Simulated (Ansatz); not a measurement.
A series of calculations on Tl$_{12}$H

Part 1: Relaxation

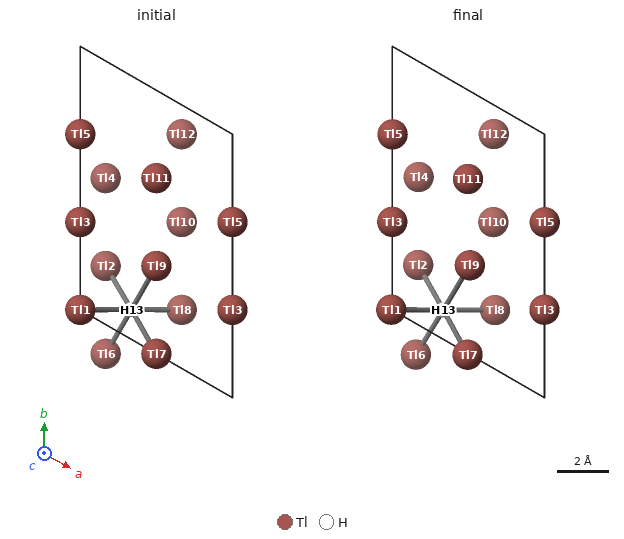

The structure of a defect cell of composition Tl12H before (left) and after (right) a relaxation, at one scale.

A ball-and-stick model of the cell of the calculation, seen along the c axis.

It is an interstitial H in hcp Tl. The run prepares the start of a later molecular dynamics calculation, from a guessed geometry. The atoms of the start lie slightly off their symmetric places, so part of the fall in energy undoes that.

Theory: DFT PBEsol, scalar-relativistic, plane waves, PAW in Ansatz 0.2.0.

The input:
```yaml
crystal:
  lattice:
    - [6.92, 0.0, 0.0]
    - [-5.19, 8.989344, 0.0]
    - [0.0, 0.0, 5.53254]
  atoms:
    - { symbol: Tl, position: [0.0, 0.0, 0.0] }
    - { symbol: Tl, position: [0.1666667, 0.2222222, 0.5] }
    - { symbol: Tl, position: [0.0, 0.3333333, 0.0] }
    - { symbol: Tl, position: [0.1666667, 0.5555556, 0.5] }
    - { symbol: Tl, position: [0.0, 0.6666667, 0.0] }
    - { symbol: Tl, position: [0.1666667, 0.8888889, 0.5] }
    - { symbol: Tl, position: [0.5, 0.0, 0.0] }
    - { symbol: Tl, position: [0.6666667, 0.2222222, 0.5] }
    - { symbol: Tl, position: [0.5, 0.3333333, 0.0] }
    - { symbol: Tl, position: [0.6666667, 0.5555556, 0.5] }
    - { symbol: Tl, position: [0.5, 0.6666667, 0.0] }
    - { symbol: Tl, position: [0.6666667, 0.8888889, 0.5] }
    - { symbol: H, position: [0.3364679, 0.1133875, 0.7392333] }
basis:
  ecutwfc: 420.0
kpoints:
  mp_grid: { grid: [3, 2, 3] }
hamiltonian:
  xc: pbesol
scf:
  occupations: { method: fermi_dirac, width: 0.15 }
  lower_state_search: "off"
relax:
  f_tol: 0.08
  max_steps: 25
  adjacent_minimum: "off"
```

Command:
```bash
ansatz run input.yaml --threads 4 --pin off --max-ram 10240MiB --backend cpu --events-out ev --progress --plain --runs-dir out
```

Summarise the run.

The largest move is that of Tl6, 0.080 Å roughly along [−3 −2 −1]. By element the largest moves are Tl 0.080 Å, H 0.060 Å. The lattice vectors keep their values. Some distances before and after: Tl9–H13 2.448 → 2.558 Å, Tl1–H13 2.479 → 2.565 Å, Tl7–H13 2.466 → 2.530 Å, Tl8–H13 2.381 → 2.412 Å. Over 8 geometry steps the energy falls by 40.5 meV per cell of the calculation. Largest force component: 0.23 eV/Å at the start, 0.029 eV/Å at the end. The run took 32 s on 4 threads of Intel(R) Xeon(R) Platinum 8375C CPU @ 2.90GHz (Ice Lake) (shared host), peak memory 1 GiB.

Limits of the set-up: the k-point mesh is coarse for a cell with partly filled bands; the periodic images lie only 5.5 Å apart, so the values are limited by the cell's size.

Part 2: Dynamics

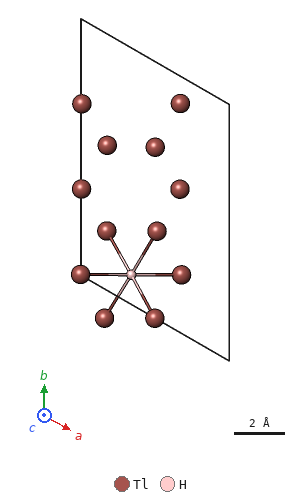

Starting frame of a dynamics run of Tl with an interstitial H (13 atoms in the cell). The picture is a ball-and-stick view of the simulation cell, seen along the c axis. Bonds to atoms that aren't drawn are left out.

All numbers below come from DFT PBEsol, scalar-relativistic, plane waves, PAW (Ansatz).

The input:
```yaml
crystal:
  lattice:
    - [6.92, 0.0, 0.0]
    - [-5.19, 8.989344, 0.0]
    - [0.0, 0.0, 5.53254]
  atoms:
    - { symbol: Tl, position: [-0.0069009, -0.00143477, 0.00686569] }
    - { symbol: Tl, position: [0.17023286, 0.22719313, 0.49438181] }
    - { symbol: Tl, position: [-0.00020014, 0.33398966, -0.01148231] }
    - { symbol: Tl, position: [0.17324143, 0.56194466, 0.49687362] }
    - { symbol: Tl, position: [0.00193041, 0.66659087, -0.00601363] }
    - { symbol: Tl, position: [0.1549896, 0.88197998, 0.49582008] }
    - { symbol: Tl, position: [0.49475871, -0.00510431, 0.00762893] }
    - { symbol: Tl, position: [0.67501078, 0.2243051, 0.49481902] }
    - { symbol: Tl, position: [0.50959441, 0.3391498, 0.00654039] }
    - { symbol: Tl, position: [0.66402759, 0.55445212, 0.50806153] }
    - { symbol: Tl, position: [0.49728715, 0.6625133, 0.00477573] }
    - { symbol: Tl, position: [0.66700327, 0.88943389, 0.51219074] }
    - { symbol: H, position: [0.33549293, 0.11170747, 0.7287717] }
basis:
  ecutwfc: 420.0
kpoints:
  mp_grid: { grid: [3, 2, 3] }
hamiltonian:
  xc: pbesol
scf:
  occupations: { method: fermi_dirac, width: 0.15 }
  lower_state_search: "off"
md:
  timestep: 0.5
  n_steps: 300
  ensemble: nve
  temperature: 1200.0
  initial_velocities: maxwell_boltzmann
  seed: 270818
```

Command:
```bash
ansatz run input.yaml --threads 4 --pin off --max-ram 10240MiB --backend cpu --events-out ev --progress --plain --runs-dir out
```

Question: Predict how the run goes.

Answer: Over the second half the temperature averages 644 K (spread ±98 K). The first frame carries almost no forces, so kinetic energy first flows into potential energy: the temperature drops from 1200 to 687 K within 82 fs, and without a thermostat its mean stays below the start. The potential energy is still drifting at the end, so the run hasn't reached equilibrium. The potential energy in the second half lies on average 66.3 meV per atom above the first frame. Root-mean-square distances from the starting positions over the second half, with the common drift of all atoms taken out: H 2.16 Å, Tl 0.38 Å. The run lasts only 150 fs, too short to tell vibration from diffusion.

Along the run (each row but the first and the last is the mean over the interval that it begins):

```csv
time (fs),potential energy (meV/atom),T (K)
0.0,0.0,1200
15.0,22.0,1015
30.0,17.9,1050
45.0,36.5,894
60.0,36.8,892
75.0,53.8,749
90.0,56.2,729
105.0,64.5,659
120.0,74.5,575
135.0,82.3,510
150.0,75.0,571
```

The paths of the atoms:

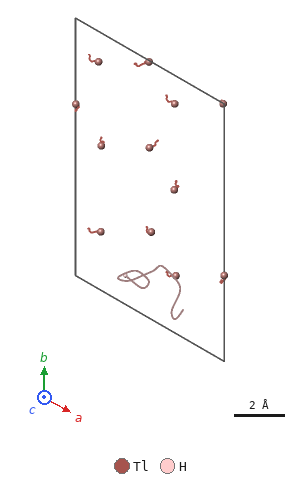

Limits of the set-up: the k-point mesh is coarse for a cell with partly filled bands; the periodic images lie only 5.5 Å apart, so the values are limited by the cell's size.

The run took 13 min on 4 threads of Intel(R) Xeon(R) Platinum 8375C CPU @ 2.90GHz (Ice Lake), with other jobs on the host, peak memory 1.2 GiB.

Part 3: Dynamics

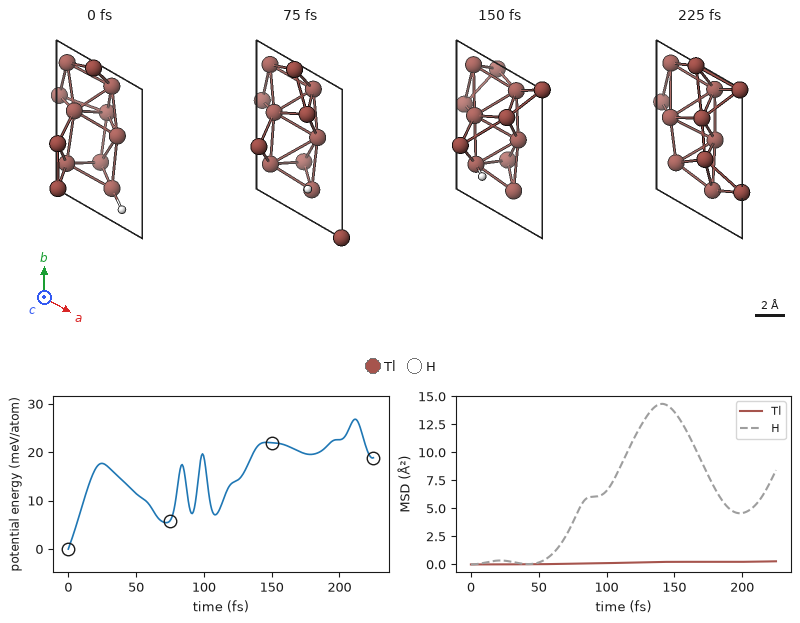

First-principles dynamics of Tl with an interstitial H (13 atoms in the cell), 225 fs long. It starts from the last geometry of an earlier run, with fresh velocities. Frames and the history of the run. A ball-and-stick model of the simulation cell, seen along the c axis. Atoms that leave the cell re-enter on the other side. Bonds to atoms that aren't drawn are left out.

Theory: DFT PBEsol, scalar-relativistic, plane waves, PAW in Ansatz. Settings: plane-wave cutoff 420 eV; k-point mesh 3 × 2 × 3; Fermi-Dirac smearing 0.15 eV; constant energy (NVE); velocities drawn for 840 K; time step 0.75 fs.

Describe the run.

Answer. Root-mean-square distances from the starting positions over the second half, with the common drift of all atoms taken out: H 3.05 Å, Tl 0.47 Å. Against the typical shortest distance between atoms in the first frame, about 3.0 Å, the H atoms make wide excursions, while the Tl atoms stay at their sites; the run is too short to say whether this is diffusion. 1 of the 13 free atoms end more than three quarters of that spacing from the start. The mean temperature in the second half is 671 K (standard deviation 31 K). The potential energy in the second half lies on average 20.1 meV per atom above the first frame.

Limits of the set-up: the k-point mesh is coarse for a cell with partly filled bands; the periodic images lie only 5.5 Å apart, so the values are limited by the cell's size.

Cost: 13 min on 4 threads of Intel(R) Xeon(R) Platinum 8375C CPU @ 2.90GHz (Ice Lake) (shared host), peak memory 1.3 GiB.
